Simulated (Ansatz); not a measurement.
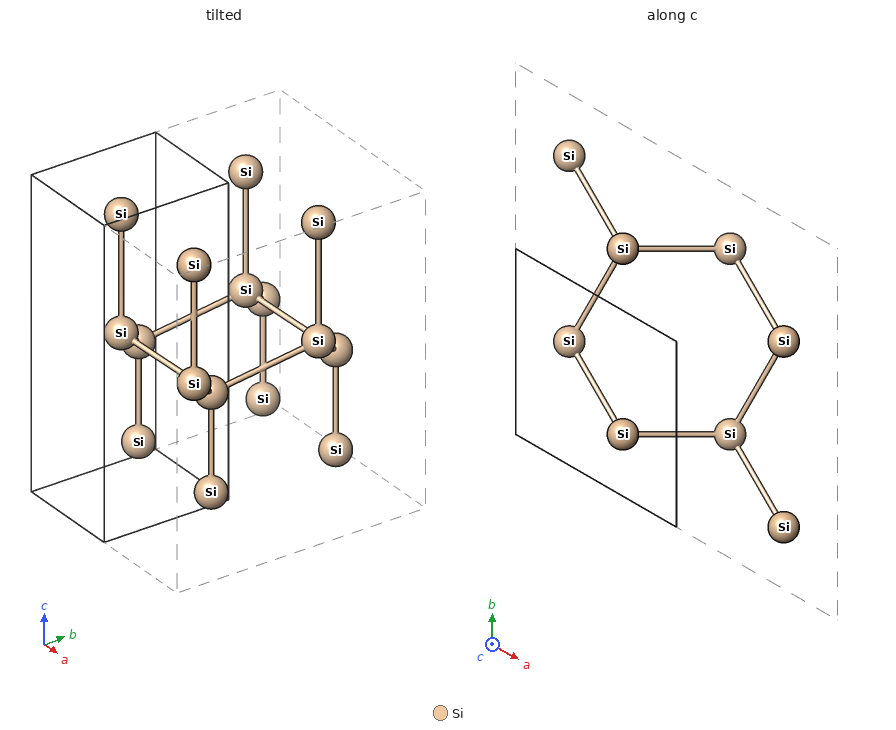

A ball-and-stick rendering, viewed slightly off an axis and along the c axis. The structure is repeated 2×2×1 times; solid lines mark one conventional unit cell.

Caption:

The element is silicon. Space group: P3m1 (No. 156). Lattice: primitive hexagonal. The cell holds four atoms. Si sits among four Si in a distorted tetrahedral arrangement. The bonds build a three-dimensional framework.

The structure was taken from a structure listed in the Materials Project. The cell was then strained or its atoms displaced on purpose. A calculation with Ansatz used it as input.

At this level of theory the cell isn't at rest (forces up to 8.7 eV/Å), so its distances can differ from those at equilibrium, the more so the softer the solid.
